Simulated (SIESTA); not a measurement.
**A series of single points on Sb**

System: Sb (I4/mmm, 1 atom in the cell).
Method: Kohn-Sham DFT of a periodic cell, PBEsol, PseudoDojo 0.4 standard, converted to PSML, no spin polarisation (SIESTA 5.4.2).

The 7 runs differ only in the geometry, by an even scaling of the cell at fixed fractional positions. The structure derives from a Materials Project entry.

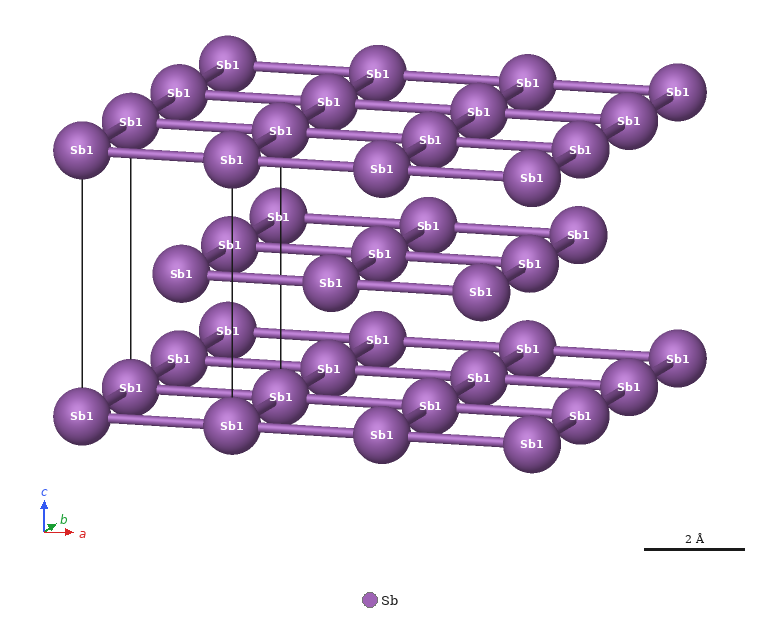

Figure 1. The structure of run 4 (ball-and-stick view of the cell 2 times as large as that of the calculation, set on its symmetry axes, repeated 3 × 3 × 1, seen slightly off an axis; atoms are numbered from 1 in the order of the input). An atom can appear more than once, as a periodic image.

**Input of run 4**
```
SystemName                      Sb
SystemLabel                     Sb
NumberOfSpecies                 1
NumberOfAtoms                   1
%block ChemicalSpeciesLabel
  1  51 Sb
%endblock ChemicalSpeciesLabel

LatticeConstant                 1.0 Ang
%block LatticeVectors
    -1.5765401831     1.5765401831     2.7119384313
     1.5765401831    -1.5765401831     2.7119384313
     1.5765401831     1.5765401831    -2.7119384313
%endblock LatticeVectors
AtomicCoordinatesFormat         Fractional
%block AtomicCoordinatesAndAtomicSpecies
     0.0000000000     0.0000000000     0.0000000000  1  Sb
%endblock AtomicCoordinatesAndAtomicSpecies

%block kgrid.MonkhorstPack
   12   0   0  0.0
    0  12   0  0.0
    0   0  12  0.0
%endblock kgrid.MonkhorstPack
XC.Functional                   GGA
XC.Authors                      PBEsol
PAO.BasisSize                   DZP
PAO.EnergyShift                 0.003 Ry
Mesh.Cutoff                     500 Ry
OccupationFunction              FD
ElectronicTemperature           0.05 eV
MaxSCFIterations                120
SCF.MustConverge                false
SCF.Mixer.Method                Pulay
SCF.Mixer.Weight                0.25
SCF.Mixer.History               8
SCF.DM.Tolerance                5.0e-05
SCF.H.Tolerance                 1.0e-03 eV
WriteForces                     true
Charge.Mulliken                 end
%block PAO.Basis
  Sb 4
  n=5 0 2
    5.972 0.000
  n=5 1 2
    7.842 0.000
  n=4 2 2
    3.490 0.000
  n=5 2 1
    7.842
%endblock PAO.Basis
```

Command:
```bash
siesta < Sb.fdf > Sb.out 2>&1
```

Lattice vectors (Å) and fractional positions of run 4:
```
  -1.576540    1.576540    2.711938
   1.576540   -1.576540    2.711938
   1.576540    1.576540   -2.711938
Sb  0.000000  0.000000  0.000000
```

Run 5 differs from it as follows:
```diff
-    -1.5765401831     1.5765401831     2.7119384313
-     1.5765401831    -1.5765401831     2.7119384313
-     1.5765401831     1.5765401831    -2.7119384313
+    -1.5869811508     1.5869811508     2.7298988119
+     1.5869811508    -1.5869811508     2.7298988119
+     1.5869811508     1.5869811508    -2.7298988119
```

**Results, with one run withheld**

| run | volume per atom (Å³) | free energy per atom, from the lowest run given (meV) | pressure (GPa) |
| --- | --- | --- | --- |
| 1 | 25.344 | 32.27 | 5.63 |
| 2 | 25.883 | 14.90 | 3.82 |
| 3 | 26.423 | 4.86 | 2.17 |
| 4 | 26.962 | 0.00 | 0.74 |
| 5 | 27.501 | ? | ? |
| 6 | 28.040 | 5.76 | −1.80 |
| 7 | 28.580 | 13.77 | −2.90 |

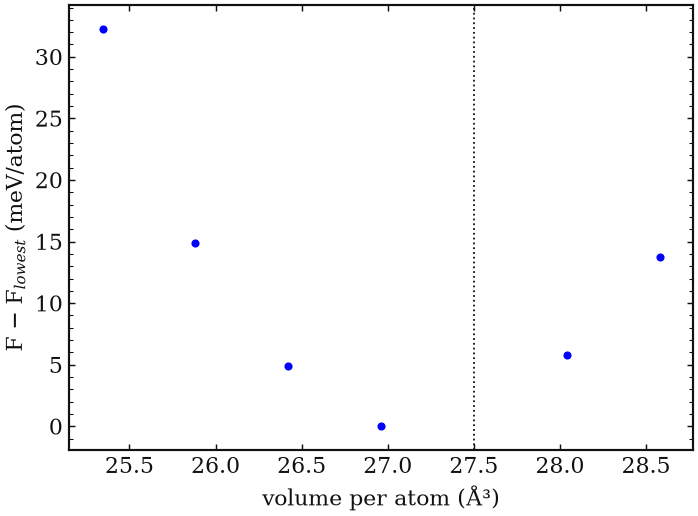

Figure 2. Free energy per atom of the runs given; the dotted line marks run 5.

What should run 5 give?

A cubic polynomial in V^(−2/3) (the Birch–Murnaghan form), fitted to the 6 runs given, misses them by at most 0.26 meV per atom. With x = V^(−2/3) − 0.11157 Å⁻², it reads F = 0.81472 + 1973.8 x + 1.1372e+06 x² + 1.9637e+07 x³ (meV per atom). At run 5 it gives 0.86 meV per atom, and the run itself gives 1.65. The slope of the fit gives a pressure −dF/dV of −0.83 GPa there, and the run prints −0.63 GPa. The two needn't agree exactly: the fit is approximate, and the printed stress is taken on a finite basis. The fit has its minimum at 27.157 Å³ per atom, where V d²F/dV² gives 69.7 GPa. Cell shape and fractional positions are held, so this is the stiffness under even scaling; the relaxed bulk modulus wasn't computed. The fit misses that run by 0.79 meV per atom.

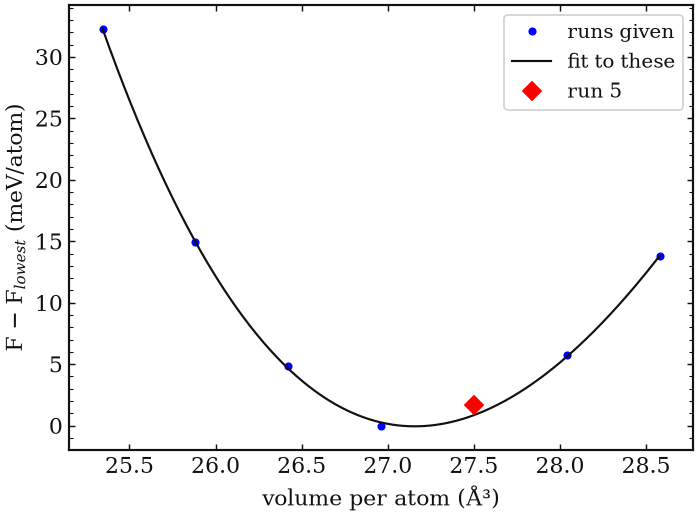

Figure 3. The fit and the withheld run.

**Some lines of the output (run 5)**
```
[...]
outcell: Cell volume (Ang**3)        :     27.5011
stepf: Fermi-Dirac step function
siesta: Etot    =     -2469.712732
siesta: FreeEng =     -2469.717997
        iscf     Eharris(eV)        E_KS(eV)     FreeEng(eV)     dDmax    Ef(eV) dHmax(eV)
siesta: E_KS(eV) =            -2469.7363
siesta: E_KS - E_eggbox =     -2469.7363
siesta: Etot    =     -2469.736304
siesta: FreeEng =     -2469.741809
siesta:         Fermi =      -4.030067
siesta: Cell volume =         27.501101 Ang**3
    Orbital volume contribution        =           1.120040 eV
```

Notes: Points of doubt noted for this run: mulliken charges of long orbitals. With a small basis of atomic orbitals these values can differ much from converged plane-wave results.
